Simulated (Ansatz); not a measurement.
## Run report: Ga$_{23}$N$_{24}$, geometry relaxation (part 1 of 4)

The run: geometry relaxation of Ga$_{23}$N$_{24}$ (defect cell, 47 atoms in the cell). Method and program: DFT PBE, scalar-relativistic, plane waves, PAW, spin-polarised (Ansatz 0.2.0).

The structure derives from an entry of the Crystallography Open Database.

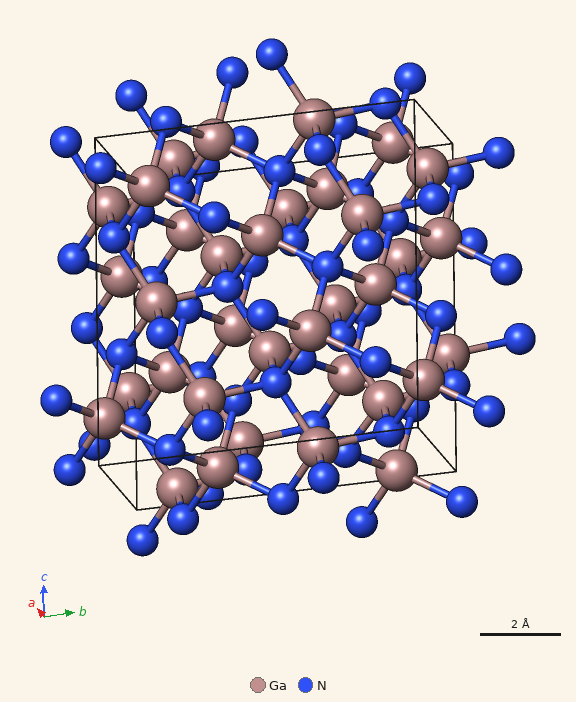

Figure 1. The structure as given in the input (ball-and-stick view of the cell of the calculation, seen at an oblique angle; bonded neighbours outside the cell are drawn too).

### The input
```yaml
crystal:
  lattice:
    - [3.2184289061, -5.5744823859, -5.2430304973]
    - [-6.4368578122, 0.0, -5.2430304973]
    - [3.2184289061, 5.5744823859, -5.2430304973]
  atoms:
    - { symbol: Ga, position: [0.0002894373, 0.1669561039, 0.8336227706] }
    - { symbol: Ga, position: [0.6669561039, 0.3336227706, 0.0002894373] }
    - { symbol: Ga, position: [0.1669561039, 0.8336227706, 0.0002894373] }
    - { symbol: Ga, position: [0.1669561039, 0.3336227706, 0.5002894373] }
    - { symbol: Ga, position: [0.8336227706, 0.0002894373, 0.1669561039] }
    - { symbol: Ga, position: [0.5002894373, 0.6669561039, 0.8336227706] }
    - { symbol: Ga, position: [0.8336227706, 0.5002894373, 0.6669561039] }
    - { symbol: Ga, position: [0.5002894373, 0.1669561039, 0.3336227706] }
    - { symbol: Ga, position: [0.3336227706, 0.0002894373, 0.6669561039] }
    - { symbol: Ga, position: [0.0002894373, 0.6669561039, 0.3336227706] }
    - { symbol: Ga, position: [0.6669561039, 0.8336227706, 0.5002894373] }
    - { symbol: Ga, position: [0.6669561039, 0.5002894373, 0.3336227706] }
    - { symbol: Ga, position: [0.3336227706, 0.1669561039, 0.0002894373] }
    - { symbol: Ga, position: [0.0002894373, 0.3336227706, 0.1669561039] }
    - { symbol: Ga, position: [0.5002894373, 0.8336227706, 0.1669561039] }
    - { symbol: Ga, position: [0.5002894373, 0.3336227706, 0.6669561039] }
    - { symbol: Ga, position: [0.1669561039, 0.0002894373, 0.3336227706] }
    - { symbol: Ga, position: [0.8336227706, 0.6669561039, 0.0002894373] }
    - { symbol: Ga, position: [0.1669561039, 0.5002894373, 0.8336227706] }
    - { symbol: Ga, position: [0.8336227706, 0.1669561039, 0.5002894373] }
    - { symbol: Ga, position: [0.6669561039, 0.0002894373, 0.8336227706] }
    - { symbol: Ga, position: [0.3336227706, 0.6669561039, 0.5002894373] }
    - { symbol: Ga, position: [0.0002894373, 0.8336227706, 0.6669561039] }
    - { symbol: "N", position: [0.5413772294, 0.7080438961, 0.3747105627] }
    - { symbol: "N", position: [0.2079730101, 0.3680937246, 0.0522693796], spin: 0.25 }
    - { symbol: "N", position: [0.8747105627, 0.5413772294, 0.2080438961] }
    - { symbol: "N", position: [0.3747105627, 0.0413772294, 0.2080438961] }
    - { symbol: "N", position: [0.3747105627, 0.5413772294, 0.7080438961] }
    - { symbol: "N", position: [0.0413772294, 0.2080438961, 0.3747105627] }
    - { symbol: "N", position: [0.7080438961, 0.8747105627, 0.0413772294] }
    - { symbol: "N", position: [0.0413772294, 0.7080438961, 0.8747105627] }
    - { symbol: "N", position: [0.7080438961, 0.3747105627, 0.5413772294] }
    - { symbol: "N", position: [0.5413772294, 0.2080438961, 0.8747105627] }
    - { symbol: "N", position: [0.2080438961, 0.8747105627, 0.5413772294] }
    - { symbol: "N", position: [0.8747105627, 0.0413772294, 0.7080438961] }
    - { symbol: "N", position: [0.5433931568, 0.3782963588, 0.2161519825], spin: 0.25 }
    - { symbol: "N", position: [0.2080438961, 0.0413772294, 0.8747105627] }
    - { symbol: "N", position: [0.8747105627, 0.2080438961, 0.0413772294] }
    - { symbol: "N", position: [0.3714298472, 0.6976552264, 0.0453299944], spin: 0.25 }
    - { symbol: "N", position: [0.3747105627, 0.2080438961, 0.5413772294] }
    - { symbol: "N", position: [0.0413772294, 0.8747105627, 0.2080438961] }
    - { symbol: "N", position: [0.7080438961, 0.5413772294, 0.8747105627] }
    - { symbol: "N", position: [0.0413772294, 0.3747105627, 0.7080438961] }
    - { symbol: "N", position: [0.7080438961, 0.0413772294, 0.3747105627] }
    - { symbol: "N", position: [0.5413772294, 0.8747105627, 0.7080438961] }
    - { symbol: "N", position: [0.2060118329, 0.5419239067, 0.3687960512], spin: 0.25 }
    - { symbol: "N", position: [0.8747105627, 0.7080438961, 0.5413772294] }
  host:
    lattice:
      - [3.2184289061, 0.0, 0.0]
      - [-1.6092144531, 2.787241193, 0.0]
      - [0.0, 0.0, 5.2430304973]
    atoms:
      - { symbol: Ga, position: [0.3333333333, 0.6666666667, -0.0008683118] }
      - { symbol: Ga, position: [0.6666666667, 0.3333333333, 0.4991316882] }
      - { symbol: "N", position: [0.3333333333, 0.6666666667, 0.3758683118] }
      - { symbol: "N", position: [0.6666666667, 0.3333333333, 0.8758683118] }
basis:
  ecutwfc: 420
  xc_grid: 2
kpoints:
  mp_grid: { grid: [2, 2, 2], shift: [0.5, 0.5, 0.5] }
hamiltonian:
  xc: pbe
scf:
  occupations: { method: gaussian, width: 0.01 }
output:
  forces: true
  stress: false
  eigenvalues: true
  populations: true
  charged_corrections:
    defect_position: [0.33362277, 0.50028944, 0.1669561]
    epsilon: [[10.4942, 0.0, 0.0], [0.0, 10.4942, 0.0], [0.0, 0.0, 11.6904]]
  write_density: true
  write_potential: true
  elf: true
  volumetric_format: npy
magnetization:
  spin_polarized: true
relax:
  adjacent_minimum: "off"
  f_tol: 0.025
  max_steps: 60
```

Command:
```bash
ansatz run input.yaml --threads 8 --pin off --max-ram 22528MiB --backend cpu --events-out ev --progress --plain --runs-dir out
```

### The program's output
```
Engine: ansatz 0.2.0, aarch64-unknown-linux-gnu
Pseudopotentials: kind: paw
Pseudopotential: Ga, paw, valence charge 13, recommended cutoff 420 eV (normal), Ga.paw.azcp
Pseudopotential: N, paw, valence charge 5, recommended cutoff 420 eV (normal), N.paw.azcp
Functional definition: PBE
  parameter kappa = 0.804
  parameter beta = 0.06672455060314922
  exchange = pbe_x(kappa = kappa, mu = beta*pi^2/3)
  correlation = pbe_c(beta = beta)
Crystal: 47 atoms, lattice volume = 564.394 Å³
Basis set: ecut = 420 eV, 11057 PW (Γ), exchange–correlation on 120×120×120 points (8 copies of the dense FFT grid, shifted against one another)
Bands: 257, of which v1, the nominal top of the filled ones, is band 210 counted from 1 (209 counted from 0)
Symmetry: 1 space group operations
Space group: P1 (ITA 1), of the structure as read, at distance tolerance 8.3e-5 Å
Magnetic group: BNS 1.1 (UNI 1), of the structure as read, at distance tolerance 8.3e-5 Å
k-points: 4 of 8 (time reversal used)
Non-local potential: Ga, projectors of the file, l = 0: 2, l = 1: 2, l = 2: 3, l = 3: 1
Non-local potential: N, projectors of the file, l = 0: 2, l = 1: 2, l = 2: 1
PAW form: soft (Blöchl's): semilocal exchange-correlation on the pseudo side does not see the compensation charge
PAW one-centre angular grid: Ga, 590 points (default); XC on 64 Gauss nodes
PAW one-centre angular grid: N, 110 points (default); XC on 64 Gauss nodes
Initial density: superposition of atomic densities (chi_scale 0.1, normalization cell, long waves kept (reshape's long-wave potential 0.24 eV rms))
Starting moments: Σ|m| = 1 μB on 4 of 47 sites
Initial wavefunctions: pseudopotential atomic-orbital guess
Functional: x = pbe(κ = 0.804, μ = 0.2195149727645171), c = pbe(β = 0.06672455060314922)
SCF iter   1: F=—  HF=-96252.682834 eV  |F-HF|=—  |Δ(HF+E_count)|=         —  Δρ=5.18e-2 (↑5.10e-2 ↓5.18e-2)  dr2=5.37e1  dr2_m=9.25e-1  M=2.993 μB ∫|m|=3.020 μB  β_m=1.00  ethr=3.10e-3  ⟨swp⟩=6.0  Hψ=6641  notcnv=0  defer=35
preconditioner: auto → Resta (q_TF=auto, 2.596 Å⁻¹)  ε∞=4.8  [insulator: Δε(μ)=0.031 eV  Ē_g=16.457 eV  σ=0.010 eV  W_gap=0.97  n_scr=166 (ndim 8)  ℏωp=32.0 eV  f_vac=0.001  D(μ)=2.76/eV (n_scr^D=6)  ε∞_Penn≈4.8]
spin=Collinear: Resta preconditioning applied to the charge; magnetization (m = ρ↑ − ρ↓) channel mixes plain (no charge-response kernel on spin).
SCF iter   2: F=—  HF=-96242.817545 eV  |F-HF|=—  |Δ(HF+E_count)|=    9.87e0  Δρ=2.87e-2 (↑2.87e-2 ↓2.87e-2)  dr2=1.59e1  dr2_m=2.22e-2  M=3.000 μB ∫|m|=3.138 μB  β_m=1.00  ethr=3.10e-3  ⟨swp⟩=2.0  Hψ=2877  notcnv=0  defer=331
SCF iter   3: F=—  HF=-96239.346843 eV  |F-HF|=—  |Δ(HF+E_count)|=    3.47e0  Δρ=1.36e-2 (↑1.36e-2 ↓1.36e-2)  dr2=2.29e0  dr2_m=2.99e-3  M=3.000 μB ∫|m|=3.191 μB  β_m=0.30  ethr=3.10e-3  ⟨swp⟩=2.5  Hψ=3144  notcnv=0  defer=328
SCF iter   4: F=—  HF=-96239.044665 eV  |F-HF|=—  |Δ(HF+E_count)|=   3.02e-1  Δρ=3.38e-3 (↑3.31e-3 ↓3.38e-3)  dr2=2.39e-1  dr2_m=1.87e-3  M=3.000 μB ∫|m|=3.192 μB  β_m=0.30  ethr=5.47e-4  ⟨swp⟩=2.0  Hψ=2209  notcnv=0  defer=341
SCF iter   5: F=—  HF=-96239.090941 eV  |F-HF|=—  |Δ(HF+E_count)|=   4.63e-2  Δρ=2.42e-3 (↑2.08e-3 ↓2.42e-3)  dr2=5.57e-2  dr2_m=2.08e-3  M=3.000 μB ∫|m|=3.202 μB  β_m=0.30  ethr=5.70e-5  ⟨swp⟩=2.0  Hψ=1994  notcnv=0  defer=341
Mixer restart at iter 5: flushing history
spin-set hold released at iteration 5 (site moments contracting): the magnetisation degrees of freedom join the quasi-Newton model from the next iteration; the mixer history was flushed
SCF iter   6: F=—  HF=-96239.118637 eV  |F-HF|=—  |Δ(HF+E_count)|=   2.77e-2  Δρ=1.82e-3 (↑1.58e-3 ↓1.82e-3)  dr2=3.39e-2  dr2_m=1.33e-3  M=3.000 μB ∫|m|=3.211 μB  β_m=0.65  ethr=1.33e-5  ⟨swp⟩=2.0  Hψ=1754  notcnv=0  defer=341
SCF iter   7: F=—  HF=-96239.160720 eV  |F-HF|=—  |Δ(HF+E_count)|=   4.21e-2  Δρ=4.04e-4 (↑3.42e-4 ↓4.04e-4)  dr2=3.40e-3  dr2_m=3.14e-5  M=3.000 μB ∫|m|=3.240 μB  β_m=0.64  ethr=8.09e-6  ⟨swp⟩=2.5  Hψ=3445  notcnv=0  defer=341
SCF iter   8: F=—  HF=-96239.161963 eV  |F-HF|=—  |Δ(HF+E_count)|=   1.24e-3  Δρ=1.66e-4 (↑1.54e-4 ↓1.66e-4)  dr2=6.21e-4  dr2_m=6.64e-6  M=3.000 μB ∫|m|=3.245 μB  β_m=0.79  ethr=8.11e-7  ⟨swp⟩=2.0  Hψ=3431  notcnv=0  defer=341
SCF iter   9: F=—  HF=-96239.162604 eV  |F-HF|=—  |Δ(HF+E_count)|=   6.41e-4  Δρ=1.50e-4 (↑9.73e-5 ↓1.50e-4)  dr2=4.61e-4  dr2_m=8.55e-6  M=3.000 μB ∫|m|=3.246 μB  β_m=0.71  ethr=1.48e-7  ⟨swp⟩=2.0  Hψ=3398  notcnv=0  defer=341
SCF iter  10: F=—  HF=-96239.162651 eV  |F-HF|=—  |Δ(HF+E_count)|=   4.70e-5  Δρ=4.66e-5 (↑3.66e-5 ↓4.66e-5)  dr2=4.45e-5  dr2_m=1.02e-6  M=3.000 μB ∫|m|=3.246 μB  β_m=0.64  ethr=1.10e-7  ⟨swp⟩=2.0  Hψ=3231  notcnv=0  defer=341
SCF iter  11: F=-96239.162650 eV  HF=-96239.162649 eV  |F-HF|=1.41e-6  |Δ(HF+E_count)|=   2.10e-6  Δρ=1.18e-5 (↑9.84e-6 ↓1.18e-5)  dr2=2.00e-6  dr2_m=1.70e-7  M=3.000 μB ∫|m|=3.246 μB  ethr=3.73e-9  ⟨swp⟩=17.0  Hψ=19949  notcnv=0
SCF 1 converged in 11 iterations: F = -96239.162650 eV  dr2 = 2.00e-6
  greatest PAW one-centre occupation: 0.996 electrons in one spin orbital (limit 2), on the Ga atom at site 13 (counted from 0), in its partial waves of l = 2
relax step   1: F+E_penalty+E_count = -96239.16265012 eV  Δ(F+E_penalty+E_count) = +0.000e0 eV  max|allowed force component| = 1.465e0 eV/Å  Δτ_max = 0.0000 Å  (11 SCF iters, dr2 threshold 1.56e-5 eV, accepted)
Initial density: handed on by an earlier stage of this run
Starting moments: Σ|m| = 1 μB on 4 of 47 sites; this step starts from the density that it was given
Initial wavefunctions: those handed on with the density
iter 1 solved again at ethr=5.57e-5 eV; its pass at ethr=3.10e-3 eV (dr2=2.34e-1 eV) is discarded
SCF iter   1: F=—  HF=-96239.455948 eV  |F-HF|=—  |Δ(HF+E_count)|=         —  Δρ=1.08e-2 (↑6.22e-3 ↓1.08e-2)  dr2=2.35e-1  dr2_m=2.76e-1  M=3.000 μB ∫|m|=3.280 μB  β_m=0.30  ethr=5.57e-5  ⟨swp⟩=2.0  Hψ=6992  notcnv=0  defer=341
preconditioner: auto → Resta (q_TF=auto, 2.596 Å⁻¹)  ε∞=4.9  [insulator: Δε(μ)=0.699 eV  Ē_g=16.225 eV  σ=0.010 eV  W_gap=1.00  n_scr=166 (ndim 8)  ℏωp=32.0 eV  f_vac=0.024  D(μ)=0.00/eV (n_scr^D=0)  ε∞_Penn≈4.9]
spin=Collinear: Resta preconditioning applied to the charge; magnetization (m = ρ↑ − ρ↓) channel mixes plain (no charge-response kernel on spin).
SCF iter   2: F=—  HF=-96239.637598 eV  |F-HF|=—  |Δ(HF+E_count)|=   1.82e-1  Δρ=7.69e-3 (↑4.38e-3 ↓7.69e-3)  dr2=1.05e-1  dr2_m=1.43e-1  M=3.000 μB ∫|m|=3.278 μB  β_m=0.64  ethr=5.57e-5  ⟨swp⟩=2.5  Hψ=3274  notcnv=0  defer=341
SCF iter   3: F=—  HF=-96239.871151 eV  |F-HF|=—  |Δ(HF+E_count)|=   2.34e-1  Δρ=1.23e-3 (↑7.29e-4 ↓1.23e-3)  dr2=2.03e-2  dr2_m=1.96e-3  M=3.000 μB ∫|m|=3.279 μB  β_m=0.60  ethr=2.51e-5  ⟨swp⟩=3.4  Hψ=3330  notcnv=0  defer=341
SCF iter   4: F=—  HF=-96239.871366 eV  |F-HF|=—  |Δ(HF+E_count)|=   2.15e-4  Δρ=4.91e-4 (↑2.86e-4 ↓4.91e-4)  dr2=2.36e-3  dr2_m=2.92e-4  M=3.000 μB ∫|m|=3.281 μB  β_m=0.66  ethr=4.85e-6  ⟨swp⟩=2.9  Hψ=3284  notcnv=0  defer=341
SCF iter   5: F=—  HF=-96239.871721 eV  |F-HF|=—  |Δ(HF+E_count)|=   3.55e-4  Δρ=2.00e-4 (↑1.10e-4 ↓2.00e-4)  dr2=4.48e-4  dr2_m=3.72e-5  M=3.000 μB ∫|m|=3.283 μB  β_m=0.67  ethr=5.64e-7  ⟨swp⟩=2.0  Hψ=3404  notcnv=0  defer=341
SCF iter   6: F=-96239.871732 eV  HF=-96239.871745 eV  |F-HF|=1.33e-5  |Δ(HF+E_count)|=   2.35e-5  Δρ=5.30e-5 (↑4.42e-5 ↓5.30e-5)  dr2=5.81e-5  dr2_m=3.75e-6  M=3.000 μB ∫|m|=3.284 μB  ethr=2.39e-8  ⟨swp⟩=17.1  Hψ=18947  notcnv=0
SCF 2 converged in 6 iterations: F = -96239.871732 eV  dr2 = 5.81e-5
relax step   2: F+E_penalty+E_count = -96239.87173161 eV  Δ(F+E_penalty+E_count) = -7.091e-1 eV  max|allowed force component| = 6.624e-1 eV/Å  Δτ_max = 0.1755 Å  (6 SCF iters, dr2 threshold 1.00e-4 eV, accepted)
SCF iter   1: F=—  HF=-96239.918675 eV  |F-HF|=—  |Δ(HF+E_count)|=         —  Δρ=6.22e-3 (↑3.73e-3 ↓6.22e-3)  dr2=1.48e-1  dr2_m=8.61e-2  M=3.000 μB ∫|m|=3.286 μB  β_m=0.30  ethr=1.66e-4  ⟨swp⟩=4.0  Hψ=4489  notcnv=0  defer=341
preconditioner: auto → Resta (q_TF=auto, 2.596 Å⁻¹)  ε∞=4.9  [insulator: Δε(μ)=0.579 eV  Ē_g=16.248 eV  σ=0.010 eV  W_gap=1.00  n_scr=166 (ndim 8)  ℏωp=32.0 eV  f_vac=0.027  D(μ)=0.00/eV (n_scr^D=0)  ε∞_Penn≈4.9]
spin=Collinear: Resta preconditioning applied to the charge; magnetization (m = ρ↑ − ρ↓) channel mixes plain (no charge-response kernel on spin).
SCF iter   2: F=—  HF=-96239.966471 eV  |F-HF|=—  |Δ(HF+E_count)|=   4.78e-2  Δρ=4.30e-3 (↑2.50e-3 ↓4.30e-3)  dr2=4.65e-2  dr2_m=4.48e-2  M=3.000 μB ∫|m|=3.287 μB  β_m=0.54  ethr=3.54e-5  ⟨swp⟩=2.5  Hψ=2989  notcnv=0  defer=341
SCF iter   3: F=—  HF=-96240.031828 eV  |F-HF|=—  |Δ(HF+E_count)|=   6.54e-2  Δρ=1.23e-3 (↑7.34e-4 ↓1.23e-3)  dr2=9.86e-3  dr2_m=3.24e-3  M=3.000 μB ∫|m|=3.289 μB  β_m=0.56  ethr=1.11e-5  ⟨swp⟩=2.9  Hψ=3376  notcnv=0  defer=341
SCF iter   4: F=—  HF=-96240.036449 eV  |F-HF|=—  |Δ(HF+E_count)|=   4.62e-3  Δρ=3.59e-4 (↑2.29e-4 ↓3.59e-4)  dr2=1.24e-3  dr2_m=1.51e-4  M=3.000 μB ∫|m|=3.291 μB  β_m=0.61  ethr=2.35e-6  ⟨swp⟩=2.5  Hψ=3301  notcnv=0  defer=341
SCF iter   5: F=—  HF=-96240.036657 eV  |F-HF|=—  |Δ(HF+E_count)|=   2.08e-4  Δρ=1.93e-4 (↑1.14e-4 ↓1.93e-4)  dr2=4.08e-4  dr2_m=4.03e-5  M=3.000 μB ∫|m|=3.292 μB  β_m=0.66  ethr=2.96e-7  ⟨swp⟩=2.0  Hψ=3317  notcnv=0  defer=341
SCF iter   6: F=—  HF=-96240.036698 eV  |F-HF|=—  |Δ(HF+E_count)|=   4.09e-5  Δρ=7.98e-5 (↑4.36e-5 ↓7.98e-5)  dr2=6.06e-5  dr2_m=7.34e-6  M=3.000 μB ∫|m|=3.292 μB  β_m=0.69  ethr=9.75e-8  ⟨swp⟩=2.0  Hψ=2675  notcnv=0  defer=341
SCF iter   7: F=-96240.036710 eV  HF=-96240.036710 eV  |F-HF|=1.39e-7  |Δ(HF+E_count)|=   1.24e-5  Δρ=2.59e-5 (↑1.66e-5 ↓2.59e-5)  dr2=8.59e-6  dr2_m=1.01e-6  M=3.000 μB ∫|m|=3.293 μB  ethr=6.54e-9  ⟨swp⟩=16.9  Hψ=20246  notcnv=0
SCF 3 converged in 7 iterations: F = -96240.036710 eV  dr2 = 8.59e-6
  greatest PAW one-centre occupation: 0.996 electrons in one spin orbital (limit 2), on the Ga atom at site 3 (counted from 0), in its partial waves of l = 2
relax step   3: F+E_penalty+E_count = -96240.03671008 eV  Δ(F+E_penalty+E_count) = -1.650e-1 eV  max|allowed force component| = 7.047e-2 eV/Å  Δτ_max = 0.1050 Å  (7 SCF iters, dr2 threshold 2.74e-5 eV, accepted)
```
